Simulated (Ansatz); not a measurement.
# Geometry relaxation, with input and output: B$_{3}$N (part 2 of 2)

B$_{3}$N (R-3m, 8 atoms in the cell); DFT PBE, scalar-relativistic, plane waves, PAW (Ansatz 0.2.0); cutoff 420 eV, 12×12×12 k-mesh, Gaussian smearing of 0.1 eV. The structure was made by swapping elements on the sites of another compound; it need not be a known phase. The run did not end well. It belongs to a series of runs on one base structure; here: anti-ScCl3 type (R-3, No. 148).

Geometry of the input (Å; fractional positions):
```
1.8870  1.0895  6.2114
-1.8870  1.0895  6.2114
0.0000  -2.1789  6.2114
B  0.2879  0.2879  0.8031
B  0.8031  0.2879  0.2879
B  0.2879  0.8031  0.2879
B  0.7121  0.7121  0.1969
B  0.1969  0.7121  0.7121
B  0.7121  0.1969  0.7121
N  0.4063  0.4063  0.4063
N  0.5937  0.5937  0.5937
```

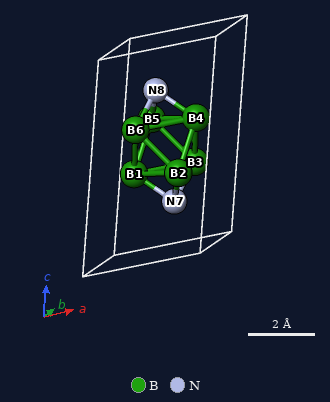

Figure 1. The geometry at step 5 of the log (ball-and-stick view of the reduced cell, seen slightly off an axis; atoms are numbered from 1 in the order of the input).

### Output, continued
```
SCF iter   1: F=—  HF=-1700.829060 eV  |F-HF|=—  |Δ(HF+E_count)|=         —  Δρ=1.45e-3  dr2=2.25e-3  ethr=6.90e-6  ⟨swp⟩=2.8  Hψ=27663  notcnv=0
preconditioner: auto → LDOS  [metal: Δε(μ)=0.008 eV  Ē_g=13.078 eV  σ=0.100 eV  W_gap=0.04  n_scr=16 (ndim 8)  ℏωp=22.1 eV  f_vac=0.161  D(μ)=1.78/eV (n_scr^D=10)  β→1.0]
SCF iter   2: F=—  HF=-1700.828630 eV  |F-HF|=—  |Δ(HF+E_count)|=   4.30e-4  Δρ=5.31e-4  dr2=2.46e-4  ethr=6.90e-6  ⟨swp⟩=2.1  Hψ=6314  notcnv=0
SCF iter   3: F=—  HF=-1700.828563 eV  |F-HF|=—  |Δ(HF+E_count)|=   6.67e-5  Δρ=2.03e-4  dr2=5.22e-5  ethr=8.80e-7  ⟨swp⟩=2.0  Hψ=6583  notcnv=0
SCF iter   4: F=—  HF=-1700.828527 eV  |F-HF|=—  |Δ(HF+E_count)|=   3.60e-5  Δρ=6.45e-5  dr2=7.72e-6  ethr=1.87e-7  ⟨swp⟩=2.8  Hψ=6630  notcnv=0
SCF iter   5: F=—  HF=-1700.828526 eV  |F-HF|=—  |Δ(HF+E_count)|=   5.25e-7  Δρ=1.66e-5  dr2=3.56e-7  ethr=2.76e-8  ⟨swp⟩=2.7  Hψ=6241  notcnv=0
SCF iter   6: F=-1700.828526 eV  HF=-1700.828526 eV  |F-HF|=4.79e-9  |Δ(HF+E_count)|=   6.86e-8  Δρ=2.57e-6  dr2=7.32e-9  ethr=9.49e-11  ⟨swp⟩=5.5  Hψ=24243  notcnv=0
SCF 9 converged in 6 iterations: F = -1700.828526 eV  dr2 = 7.32e-9
  greatest PAW one-centre occupation: 0.808 electrons in one spin orbital (limit 2), on the N atom at site 7 (counted from 0), in its partial waves of l = 0
relax step   9: F+E_penalty+E_count = -1700.82852628 eV  Δ(F+E_penalty+E_count) = +2.268e-3 eV  max|allowed force component| = 7.206e-2 eV/Å  Δτ_max = 0.0058 Å  P = +0.235 GPa  Ω = 79.111 Å³  energy of the carried Pulay correction = -2.726e-3 eV  (6 SCF iters, dr2 threshold 2.66e-8 eV, rejected (line search))
Crystal: 8 atoms, lattice volume = 79.120 Å³
Basis set: ecut = 420 eV, 1551 PW (Γ), FFT grids on a1−a3, a2−a3, a3, exchange–correlation on 54×54×90 points (8 copies of the dense FFT grid, shifted against one another)
iter 1 solved again at ethr=4.14e-6 eV; its pass at ethr=3.10e-3 eV (dr2=1.16e-3 eV) is discarded
SCF iter   1: F=—  HF=-1700.830503 eV  |F-HF|=—  |Δ(HF+E_count)|=         —  Δρ=1.01e-3  dr2=1.30e-3  ethr=4.14e-6  ⟨swp⟩=2.5  Hψ=25297  notcnv=0
preconditioner: auto → LDOS  [metal: Δε(μ)=0.014 eV  Ē_g=13.042 eV  σ=0.100 eV  W_gap=0.08  n_scr=16 (ndim 8)  ℏωp=22.1 eV  f_vac=0.158  D(μ)=1.82/eV (n_scr^D=16)  β→1.0]
SCF iter   2: F=—  HF=-1700.830255 eV  |F-HF|=—  |Δ(HF+E_count)|=   2.47e-4  Δρ=5.19e-4  dr2=2.13e-4  ethr=4.14e-6  ⟨swp⟩=2.0  Hψ=6525  notcnv=0
SCF iter   3: F=—  HF=-1700.830189 eV  |F-HF|=—  |Δ(HF+E_count)|=   6.65e-5  Δρ=1.47e-4  dr2=2.77e-5  ethr=7.59e-7  ⟨swp⟩=2.0  Hψ=6563  notcnv=0
SCF iter   4: F=—  HF=-1700.830161 eV  |F-HF|=—  |Δ(HF+E_count)|=   2.78e-5  Δρ=3.79e-5  dr2=2.78e-6  ethr=9.90e-8  ⟨swp⟩=2.4  Hψ=6488  notcnv=0
SCF iter   5: F=—  HF=-1700.830162 eV  |F-HF|=—  |Δ(HF+E_count)|=   8.88e-7  Δρ=8.39e-6  dr2=5.51e-8  ethr=9.93e-9  ⟨swp⟩=2.7  Hψ=6348  notcnv=0
SCF iter   6: F=—  HF=-1700.830162 eV  |F-HF|=—  |Δ(HF+E_count)|=   1.01e-8  Δρ=1.15e-6  dr2=9.70e-10  ethr=1.97e-10  ⟨swp⟩=2.4  Hψ=6777  notcnv=0
SCF iter   7: F=-1700.830162 eV  HF=-1700.830162 eV  |F-HF|=1.68e-11  |Δ(HF+E_count)|=  5.63e-10  Δρ=2.26e-7  dr2=2.65e-11  ethr=1.00e-12  ⟨swp⟩=7.3  Hψ=21600  notcnv=0
SCF 10 converged in 7 iterations: F = -1700.830162 eV  dr2 = 2.65e-11
relax step  10: F+E_penalty+E_count = -1700.83016215 eV  Δ(F+E_penalty+E_count) = +6.320e-4 eV  max|allowed force component| = 1.175e-3 eV/Å  Δτ_max = 0.0054 Å  P = -0.005 GPa  Ω = 79.120 Å³  energy of the carried Pulay correction = -2.721e-3 eV  (7 SCF iters, accepted)
```

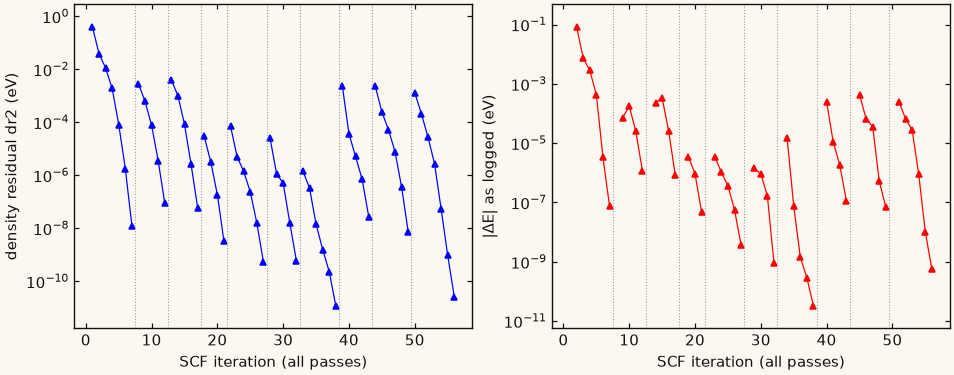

Figure 2. Convergence of the self-consistent field: density residual dr2 and size of the energy change against the SCF iteration. The dotted lines part the SCF passes of the relaxation: geometry steps, rejected trials and re-solves on a re-selected basis. The 10 passes take 4 to 7 iterations each, 56 in all.

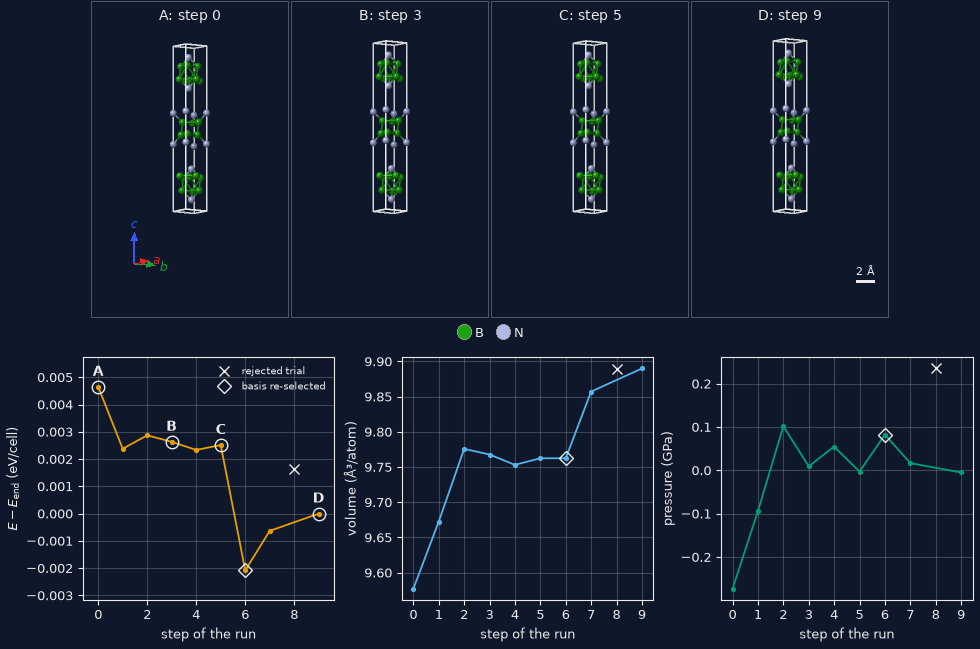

Figure 3. Frames of the relaxation (ball-and-stick view of the cell 3 times as large as that of the calculation, set on its symmetry axes, seen at an oblique angle) above the curves, on which the letters mark them (the first geometry is step 0 here and step 1 in the log).

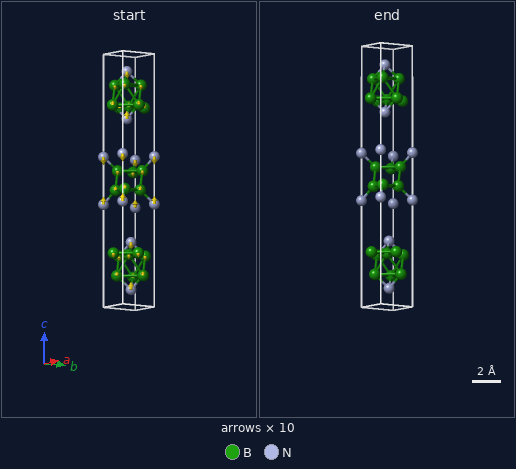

Figure 4. Before (left) and after (right) the relaxation, at one scale (ball-and-stick view of the cell 3 times as large as that of the calculation, set on its symmetry axes, seen at an oblique angle). The yellow arrows give the displacements (without the part carried along by the change of the cell), magnified 10 times. The run was cut off at its time limit before the relaxation converged, so the last structure is only a point on the way. The energy falls by 4.7 meV per cell of the calculation in 8 geometry steps. Largest force component: 0.16 eV/Å at the start, 0.0012 eV/Å at the end. The pressure goes from −0.27 to 0.00 GPa. The line search rejected the trial step at point 8 (counted from 0) and went back. The basis was re-selected once at an unchanged geometry, which shifts the energy a little without any move. The largest moves relative to the cell, 0.060 Å, are those of N7 and N8. By element the largest moves are N 0.060 Å, B 0.032 Å. The drawn cell changes as follows: a = b 3.774 → 3.776 Å (0.0 %), c 18.634 → 19.224 Å (+3.2 %); the volume changes by +3.3 %. Among the contacts that change: B1–B5 1.878 → 1.864 Å. The space group stays R-3m (No. 166). (Atoms are counted from 1 in the order of the input.)

```
Step cancelled. What follows is not a result of the run: it is the report of the last solve that finished, which converged after 7 SCF iterations.
Free energy (F): -1700.830162 eV
Harris-Foulkes:  -1700.830162 eV  (|F-HF|=1.68e-11)
Internal energy: -1700.821134 eV  (E = F + TS)
E sigma→0 (E₀):  -1700.825648 eV
Entropy (-TS):   -0.009028 eV (-1.129 meV/atom)
Fermi energy:    5.006963 eV
--- Per-component energies (eV) ---
  E_band       = -70.946325
  E_kinetic    = 557.777278
  E_local      = -1255.598116  (includes V_loc(G=0)·N_el)
  E_nonlocal   = 160.295950
  E_hartree    = 450.424033
  E_xc         = -312.169500
  E_vxc        = -380.321742  (∫ρ·V_xc dr)
  E_paw        = -725.829559  (= ΣΔE_a)
  E_vpaw       = -53.947880  (= ΣTr[D̂ρ^β])
  E_aug_tail   = 0.000175  (compensation charges beyond the density's cutoff)
  E_ewald      = -575.721394
  E_smearing   = -0.009028  (= −TS)
  E_closure    = 0.000000  (closes the sum)
  Σ components = -1700.830162   (vs F -1700.830162, Δ=0.00e0)
--- Forces (eV/Å), atoms counted from 1 ---
  atom   1  B      0.00000000     0.00117478    -0.00028533
  atom   2  B     -0.00101739    -0.00058739    -0.00028533
  atom   3  B      0.00101739    -0.00058739    -0.00028533
  atom   4  B      0.00000000    -0.00117478     0.00028533
  atom   5  B      0.00101739     0.00058739     0.00028533
  atom   6  B     -0.00101739     0.00058739     0.00028533
  atom   7  N     -0.00000000    -0.00000000     0.00113837
  atom   8  N     -0.00000000     0.00000000    -0.00113837
  max |Σ_I F_I| component: 1.68e-17 eV/Å
--- Stress (GPa, compression-positive) ---
       -0.439054       0.000000      -0.000000
        0.000000      -0.439054      -0.000000
       -0.000000      -0.000000      -0.423731
  P = ⅓ Tr σ = -0.4339 GPa (-4.339 kbar)
--- Band table (eV; the first three rows and the last of 189) ---
  k-point 0: bands = ["-14.0791", "-12.6510", "-7.4908", "-3.2763", "-2.1919", "-1.4859", "-1.4859", "-0.9516", "-0.9516", "1.3989", "1.3989", "1.5711", "3.0791", "3.0791", "3.6437", "7.5771", "7.5771", "7.6006", "9.9700", "14.0675", "14.0686", "14.4680"]
  k-point 1: bands = ["-14.0491", "-12.6343", "-7.4774", "-3.4722", "-2.3646", "-1.6984", "-1.5134", "-0.9213", "-0.8507", "1.4774", "1.5032", "1.7051", "2.9573", "3.1806", "3.7074", "7.5149", "7.6624", "7.9239", "10.2246", "13.7468", "14.3382", "14.5294"]
  k-point 2: bands = ["-13.9648", "-12.5881", "-7.4443", "-3.9357", "-2.7696", "-2.0636", "-1.7093", "-0.7788", "-0.6771", "1.4583", "1.7367", "1.8019", "3.0988", "3.5284", "3.7971", "7.4331", "7.9090", "8.8098", "10.8292", "13.2937", "14.1834", "14.3676"]
  k-point 188: bands = ["-14.0626", "-12.6838", "-7.4640", "-3.1233", "-2.2267", "-1.4991", "-1.4991", "-0.9341", "-0.9341", "0.9316", "1.3958", "1.3958", "3.0774", "3.0774", "4.2283", "7.3963", "7.5692", "7.5692", "11.3070", "13.5814", "13.9640", "13.9931"]
End of that report.
Error: SIGTERM received: cancelled by the caller after 10 completed ionic steps
```

### Trajectory as extended XYZ (Å, eV, eV/Å), 10 frames, from step=1 to step=10
```
8
Lattice="1.8870 1.0895 6.2114 -1.8870 1.0895 6.2114 0.0000 -2.1789 6.2114" Properties=species:S:1:pos:R:3:forces:R:3 step=1 energy=-1700.82551 pressure_GPa=-0.27
B     0.0000   -1.1226    8.5644    0.0000   0.0555   0.1601
B     0.9722    0.5613    8.5644   -0.0481  -0.0277   0.1601
B    -0.9722    0.5613    8.5644    0.0481  -0.0277   0.1601
B     0.0000    1.1226   10.0697    0.0000  -0.0555  -0.1601
B    -0.9722   -0.5613   10.0697    0.0481   0.0277  -0.1601
B     0.9722   -0.5613   10.0697   -0.0481   0.0277  -0.1601
N     0.0000    0.0000    7.5701    0.0000   0.0000  -0.0146
N     0.0000    0.0000   11.0640    0.0000   0.0000   0.0146
8
Lattice="1.8880 1.0900 6.2668 -1.8880 1.0900 6.2668 0.0000 -2.1801 6.2668" Properties=species:S:1:pos:R:3:forces:R:3 step=2 energy=-1700.82778 pressure_GPa=-0.09
B     0.0000   -1.1229    8.6518    0.0000   0.0326   0.0913
B     0.9724    0.5614    8.6518   -0.0282  -0.0163   0.0913
B    -0.9724    0.5614    8.6518    0.0282  -0.0163   0.0913
B     0.0000    1.1229   10.1485    0.0000  -0.0326  -0.0913
B    -0.9724   -0.5614   10.1485    0.0282   0.0163  -0.0913
B     0.9724   -0.5614   10.1485   -0.0282   0.0163  -0.0913
N     0.0000    0.0000    7.6575    0.0000   0.0000  -0.0464
N     0.0000    0.0000   11.1428    0.0000   0.0000   0.0464
8
Lattice="1.8882 1.0901 6.3324 -1.8882 1.0901 6.3324 0.0000 -2.1803 6.3324" Properties=species:S:1:pos:R:3:forces:R:3 step=3 energy=-1700.82729 pressure_GPa=0.10
B     0.0000   -1.1221    8.7549    0.0000   0.0015   0.0053
B     0.9718    0.5611    8.7549   -0.0013  -0.0007   0.0053
B    -0.9718    0.5611    8.7549    0.0013  -0.0007   0.0053
B     0.0000    1.1221   10.2424    0.0000  -0.0015  -0.0053
B    -0.9718   -0.5611   10.2424    0.0013   0.0007  -0.0053
B     0.9718   -0.5611   10.2424   -0.0013   0.0007  -0.0053
N     0.0000    0.0000    7.7584    0.0000   0.0000  -0.0427
N     0.0000    0.0000   11.2389    0.0000   0.0000   0.0427
8
Lattice="1.8881 1.0901 6.3277 -1.8881 1.0901 6.3277 0.0000 -2.1802 6.3277" Properties=species:S:1:pos:R:3:forces:R:3 step=4 energy=-1700.82753 pressure_GPa=0.01
B     0.0000   -1.1218    8.7474    0.0000   0.0007   0.0038
B     0.9715    0.5609    8.7474   -0.0006  -0.0004   0.0038
B    -0.9715    0.5609    8.7474    0.0006  -0.0004   0.0038
B     0.0000    1.1218   10.2356    0.0000  -0.0007  -0.0038
B    -0.9715   -0.5609   10.2356    0.0006   0.0004  -0.0038
B     0.9715   -0.5609   10.2356   -0.0006   0.0004  -0.0038
N     0.0000    0.0000    7.7499    0.0000   0.0000  -0.0150
N     0.0000    0.0000   11.2331    0.0000   0.0000   0.0150
8
Lattice="1.8876 1.0898 6.3214 -1.8876 1.0898 6.3214 0.0000 -2.1796 6.3214" Properties=species:S:1:pos:R:3:forces:R:3 step=5 energy=-1700.82783 pressure_GPa=0.05
B     0.0000   -1.1213    8.7382    0.0000  -0.0014  -0.0033
B     0.9711    0.5606    8.7382    0.0013   0.0007  -0.0033
B    -0.9711    0.5606    8.7382   -0.0013   0.0007  -0.0033
B     0.0000    1.1213   10.2261    0.0000   0.0014   0.0033
B    -0.9711   -0.5606   10.2261   -0.0013  -0.0007   0.0033
B     0.9711   -0.5606   10.2261    0.0013  -0.0007   0.0033
N     0.0000    0.0000    7.7398    0.0000   0.0000  -0.0025
N     0.0000    0.0000   11.2244    0.0000   0.0000   0.0025
8
Lattice="1.8879 1.0900 6.3258 -1.8879 1.0900 6.3258 0.0000 -2.1799 6.3258" Properties=species:S:1:pos:R:3:forces:R:3 step=6 energy=-1700.82765 pressure_GPa=-0.00
B     0.0000   -1.1214    8.7446    0.0000  -0.0001  -0.0006
B     0.9712    0.5607    8.7446    0.0001   0.0000  -0.0006
B    -0.9712    0.5607    8.7446   -0.0001   0.0000  -0.0006
B     0.0000    1.1214   10.2329    0.0000   0.0001   0.0006
B    -0.9712   -0.5607   10.2329   -0.0001   0.0000   0.0006
B     0.9712   -0.5607   10.2329    0.0001   0.0000   0.0006
N     0.0000    0.0000    7.7464    0.0000   0.0000   0.0001
N     0.0000    0.0000   11.2312    0.0000   0.0000  -0.0001
8
Lattice="1.8879 1.0900 6.3258 -1.8879 1.0900 6.3258 0.0000 -2.1799 6.3258" Properties=species:S:1:pos:R:3:forces:R:3 step=7 energy=-1700.83224 pressure_GPa=0.08
B     0.0000   -1.1214    8.7446    0.0000   0.0000   0.0010
B     0.9712    0.5607    8.7446    0.0000   0.0000   0.0010
B    -0.9712    0.5607    8.7446    0.0000   0.0000   0.0010
B     0.0000    1.1214   10.2329    0.0000   0.0000  -0.0010
B    -0.9712   -0.5607   10.2329    0.0000   0.0000  -0.0010
B     0.9712   -0.5607   10.2329    0.0000   0.0000  -0.0010
N     0.0000    0.0000    7.7464    0.0000   0.0000  -0.0001
N     0.0000    0.0000   11.2312    0.0000   0.0000   0.0001
8
Lattice="1.8882 1.0901 6.3853 -1.8882 1.0901 6.3853 0.0000 -2.1802 6.3853" Properties=species:S:1:pos:R:3:forces:R:3 step=8 energy=-1700.83079 pressure_GPa=0.02
B     0.0000   -1.1218    8.8339    0.0000   0.0057  -0.0030
B     0.9715    0.5609    8.8339   -0.0049  -0.0028  -0.0030
B    -0.9715    0.5609    8.8339    0.0049  -0.0028  -0.0030
B     0.0000    1.1218   10.3219    0.0000  -0.0057   0.0030
B    -0.9715   -0.5609   10.3219    0.0049   0.0028   0.0030
B     0.9715   -0.5609   10.3219   -0.0049   0.0028   0.0030
N     0.0000    0.0000    7.8359    0.0000   0.0000  -0.0016
N     0.0000    0.0000   11.3199    0.0000   0.0000   0.0016
8
Lattice="1.8845 1.0880 6.4305 -1.8845 1.0880 6.4305 0.0000 -2.1761 6.4305" Properties=species:S:1:pos:R:3:forces:R:3 step=9 energy=-1700.82853 pressure_GPa=0.24 accepted=F
B     0.0000   -1.1170    8.8972    0.0000  -0.0715   0.0721
B     0.9674    0.5585    8.8972    0.0619   0.0358   0.0721
B    -0.9674    0.5585    8.8972   -0.0619   0.0358   0.0721
B     0.0000    1.1170   10.3941    0.0000   0.0715  -0.0721
B    -0.9674   -0.5585   10.3941   -0.0619  -0.0358  -0.0721
B     0.9674   -0.5585   10.3941    0.0619  -0.0358  -0.0721
N     0.0000    0.0000    7.8974    0.0000   0.0000  -0.0392
N     0.0000    0.0000   11.3940    0.0000   0.0000   0.0392
8
Lattice="1.8880 1.0900 6.4079 -1.8880 1.0900 6.4079 0.0000 -2.1800 6.4079" Properties=species:S:1:pos:R:3:forces:R:3 step=10 energy=-1700.83016 pressure_GPa=-0.00
B     0.0000   -1.1215    8.8675    0.0000   0.0012  -0.0003
B     0.9712    0.5607    8.8675   -0.0010  -0.0006  -0.0003
B    -0.9712    0.5607    8.8675    0.0010  -0.0006  -0.0003
B     0.0000    1.1215   10.3561    0.0000  -0.0012   0.0003
B    -0.9712   -0.5607   10.3561    0.0010   0.0006   0.0003
B     0.9712   -0.5607   10.3561   -0.0010   0.0006   0.0003
N     0.0000    0.0000    7.8692    0.0000   0.0000   0.0011
N     0.0000    0.0000   11.3544    0.0000   0.0000  -0.0011
```

### Outcome

| quantity | value |
| --- | --- |
| outcome | stopped at the time limit |
| space group (tolerance 0.01 Å) | R-3m (166) |
| final cell | a = 6.769 Å, b = 6.769 Å, c = 6.769 Å, α = 32.39°, β = 32.39°, γ = 32.39° |
| wall time | 5.3 min |
| peak memory | 0.59 GiB |

### What went wrong

The run was cut off by its time limit, so the output is incomplete.
